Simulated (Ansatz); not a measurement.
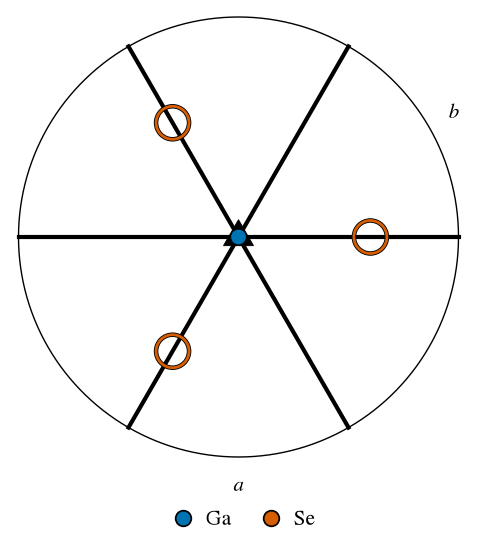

Directions from one gallium atom at (1/3, 2/3, 0.175) to its bonded neighbours, in stereographic projection down c (filled: above the plane of the page or in it, open: below). Crystal: GaSe, coordinates from a relaxation with Ansatz, DFT, r2SCAN+rVV10, plane waves, PAW. Symmetry computed with spglib at a tolerance of 0.002 Å; standard conventional cell.

Neighbours are counted up to 2.59 Å for Ga, 2.95 Å for Se. The symmetry elements of the site are drawn in: heavy lines are mirror planes (a heavy rim: a mirror in the plane of the page); lens, triangle, square and hexagon are 2-, 3-, 4- and 6-fold axes, a lens in an open square is −4, a triangle in an open hexagon −6; thin dashed diameters join the ends of axes that lie in the page; a small open circle marks inversion.

```
CELL_PARAMETERS angstrom
3.75386 0.00000 0.00000
-1.87693 3.25094 0.00000
0.00000 0.00000 16.11414
ATOMIC_POSITIONS crystal
Ga 0.33333 0.66667 0.17454
Ga 0.66667 0.33333 0.67454
Ga 0.33333 0.66667 0.32546
Ga 0.66667 0.33333 0.82546
Se 0.33333 0.66667 0.60268
Se 0.66667 0.33333 0.10268
Se 0.33333 0.66667 0.89732
Se 0.66667 0.33333 0.39732
```

Q: How many neighbours are there, and at what angles?

A: 4: 1 Ga at 2.43 Å, 3 Se at 2.46 Å. Angles between bonds: 100° (3×), 118° (3×).

Q: What is the site's symmetry in the crystal?

A: Point group 3m (C3v), order 6: one threefold axis, three mirror planes. In No. 194, P6₃/mmc this is Wyckoff position 4f.
